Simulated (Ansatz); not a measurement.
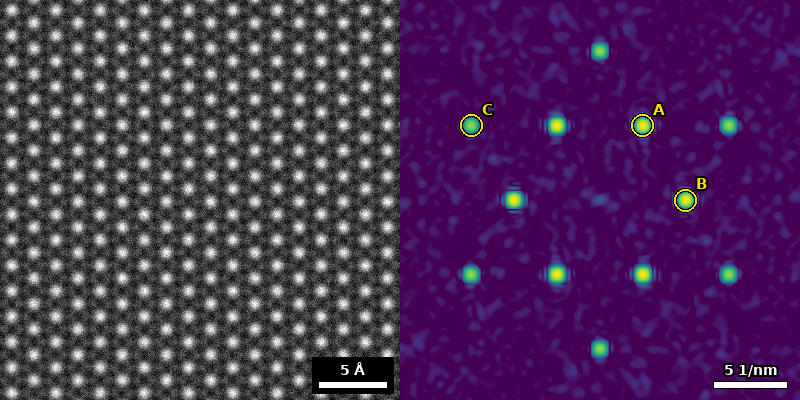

Phase-contrast TEM-like image of Ni (Pm-3m, No. 221) along [111]. Simulated in the weak-phase-object approximation with neutral-atom potentials: 300 kV, Cs = −40 µm, defocus +106 Å (negative is underfocus), defocus spread 8 Å, aperture 1.15 1/Å. Shot noise was added. Structure: the input geometry of an electronic-structure calculation (not necessarily at equilibrium); the starting structure was generated, so it need not be a known form of this composition.

The right panel is the modulus of the image's Fourier transform on a logarithmic scale.

a = 2.345 Å, b = 2.345 Å, c = 2.345 Å, α = 90.00°, β = 90.00°, γ = 90.00°

**Index the marked spots and give their plane spacings (the zone axis points at the viewer; indices equivalent by symmetry, or all signs reversed, are as good).**

A: (1 -1 0), d = 1.66 Å; B: (0 -1 1), d = 1.66 Å; C: (1 1 -2), d = 0.96 Å. A and B enclose 60°, and every spot obeys the zone law hu + kv + lw = 0 for [111].
